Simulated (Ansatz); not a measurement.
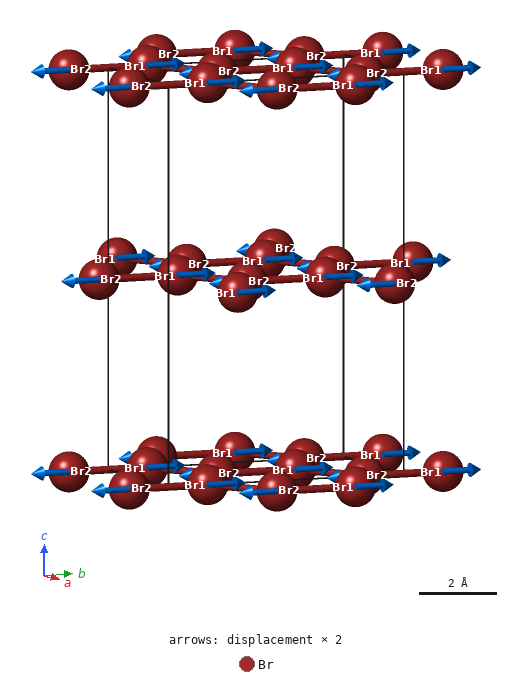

A relaxation of crystalline Br (built on the C_69 type) (coarse preliminary run). The starting structure is drawn; blue arrows show the displacements (the part carried along by the change of the cell is left out), 2 times their true length.

Style: ball-and-stick. Shown: the conventional cell (4 times the calculation's cell), slightly off an axis. Lengths and directions refer to the drawn axes.

Case: C type (Fmmm, No. 69).

Theory: DFT PBE, scalar-relativistic, plane waves, PAW in Ansatz 0.2.0. Settings: plane-wave cutoff 420 eV; k-point mesh 6 × 6 × 6; occupations gaussian; smearing width 0.1 eV; no spin polarisation; cell and atoms relaxed; force threshold 0.04 eV/Å; at most 70 steps.

> What did the optimiser do to the structure, and how much energy did it gain?

The energy falls by 2476 meV per atom in 20 accepted moves (23 points after the start). The largest force component goes from 0.00073 to 0.038 eV/Å. Pressure: 36.76 GPa at the start and 0.11 GPa at the end. The line search rejected the trial step at point 21 of the run. The SCF was repeated twice at an unchanged geometry on a basis and grid sized afresh for the cell, which shifted the energy by 30.7 meV per atom at most. The largest moves relative to the cell, 0.54 Å, are those of Br1 and Br2. Br2 goes along −b. Cell: a 3.865 → 5.075 Å (+31.3 %), b 6.694 → 8.986 Å (+34.2 %), c 10.537 → 7.492 Å (−28.9 %). Volume +25.3 %. Near-neighbour distances that change, for instance: Br1–Br2 2.232 → 4.083 Å, Br1–Br2 (another image) 2.231 → 2.570 Å. Bonds break: Br1–Br2 (2.23 → 4.08 Å). Bond angles that change, for instance: Br2–Br1–Br2 120.0° → 161.6°. The space group stays Fmmm (No. 69).
